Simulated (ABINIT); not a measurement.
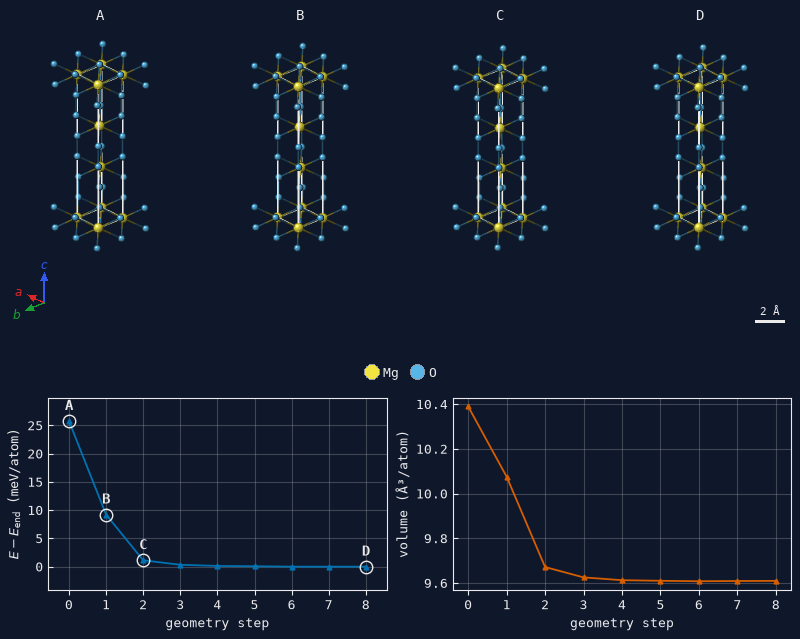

Frames of a relaxation of a crystal of MgO2 (set up in R-3m), marked on the history of the run. Style: ball-and-stick. Shown: the conventional cell (3 times the calculation's cell), from a free direction. Lengths and directions refer to the drawn axes.

The run lets cell and atoms move.

Computed with Kohn-Sham DFT of a periodic cell, LDA, PseudoDojo NC SR LDA v0.4.1 standard (ABINIT).

The input:
```
# Pseudopotentials
pp_dirpath "./"
pseudos "Mg.upf, O.upf"

# Structure
acell 3*1.0 Angstrom
rprim
     1.6047610160     0.9265092046     3.4939788749
    -1.6047610160     0.9265092046     3.4939788749
     0.0000000000    -1.8530184092     3.4939788749
ntypat 2
znucl 12 8
natom 3
typat 1 2 2
chkprim 0
chksymtnons 0
tolsym 1.0e-6
xred
            0.0            0.0            0.0
   0.5712140000   0.5712140000   0.5712140000
   0.4287860000   0.4287860000   0.4287860000

# Plane-wave basis
ecut 42.0
ecutsm 0.5

# k points
kptopt 1
ngkpt 8 8 8
nshiftk 1
shiftk 0.0 0.0 0.0

# Exchange and correlation
ixc 7

# Bands and occupations
nband 15
occopt 3
tsmear 0.05 eV

# SCF cycle
nstep 80
tolvrs 1.0e-12

# Output
iomode 3
prteig 0
prtebands 0
prtwf 0
prtden 0

# Relaxation
ionmov 2
optcell 2
ntime 50
tolmxf 2.0e-5
dilatmx 1.08
```

Launched with:
```bash
mpirun --bind-to none -np 4 abinit run.abi > log 2>&1
```

Describe the path.

Over 8 geometry steps the energy falls by 25.8 meV per atom. The largest force component goes from 0.42 to under 0.0001 eV/Å. Pressure: −9.97 GPa at the start and 0.00 GPa at the end. The largest moves relative to the cell, 0.005 Å, are those of O atoms. Mg stays in place. The drawn cell changes as follows: a = b 3.210 → 3.118 Å (−2.9 %), c 10.482 → 10.275 Å (−2.0 %); the volume changes by −7.5 %. Near-neighbour distances that change, for instance: Mg–O 2.106 → 2.052 Å, O–O 1.493 → 1.453 Å. The space group stays R-3m (No. 166). Cost: 5.8 min on 4 threads of Intel(R) Xeon(R) Platinum 8259CL CPU @ 2.50GHz (Skylake/Cascade Lake), with other jobs on the host, peak memory 0.4 GiB. From step 0 to 1: volume −3.0 %, energy −16.6 meV per atom. From step 1 to 2: volume −4.0 %, energy −8.1 meV per atom. From step 2 to 8: volume −0.6 %, energy −1.1 meV per atom.

```
step  E − E(0), meV/atom  largest force component, eV/Å  pressure, GPa  volume, Å³/atom
   0                0.00                         0.4245          -9.97           10.390
   1              -16.56                         0.0324          -5.85           10.076
   2              -24.65                         0.2325          -0.23            9.672
   3              -25.45                         0.0342           0.10            9.626
   4              -25.65                         0.0725           0.05            9.613
   5              -25.71                         0.0760           0.02            9.610
   6              -25.78                         0.0336          -0.01            9.608
   7              -25.78                         0.0073          -0.01            9.610
   8              -25.78                         0.0000           0.00            9.610
```
